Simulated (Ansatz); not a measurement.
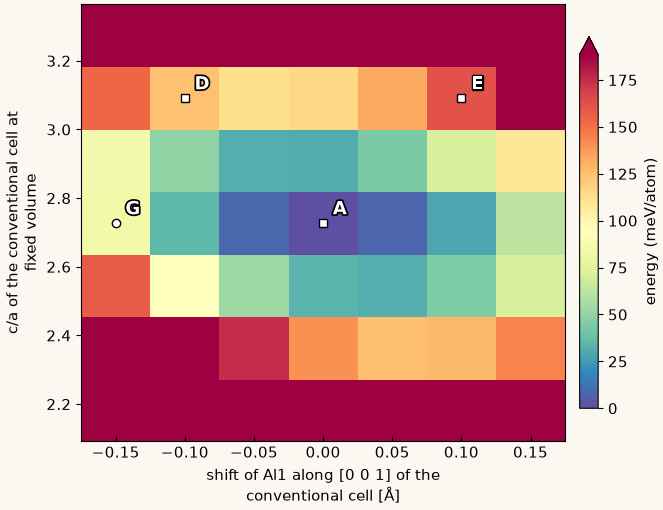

Al2O3 (R-3c, No. 167; 10 atoms in the cell). The energy is mapped over a free internal coordinate and the cell. The first coordinate is: shift of Al1 along [0 0 1] of the conventional cell, Cartesian (0 0 1), its symmetry partners moved as symmetry demands (measured in the relaxed cell); the second: c/a of the conventional cell at fixed volume. Nothing is relaxed (all other coordinates fixed). The scan uses a 7 × 7 grid. Points are written as (first, second). Energies: meV/atom, counted from the lowest grid point. These are results of DFT PBE, scalar-relativistic, plane waves, PAW in Ansatz 0.2.0, not measurements. Settings: cutoff 520 eV, k-mesh 6×6×6, gaussian smearing 0.05 eV, no spin polarisation.

In the figure: one coloured cell a grid point, one colour for all values above the top of the scale, lettered points.

Is G the lowest point of the computed grid?

Answer. No. G lies 84 meV/atom above the lowest grid point, which is at (0.00 Å, 2.729).

What kind of point is each of A, D, E: minimum, saddle, maximum or slope?

Answer. A: minimum; D: on a slope; E: on a slope. (In these two coordinates alone; a stationary point may lie a little off the grid point.)

PAW datasets: the set soft_1.
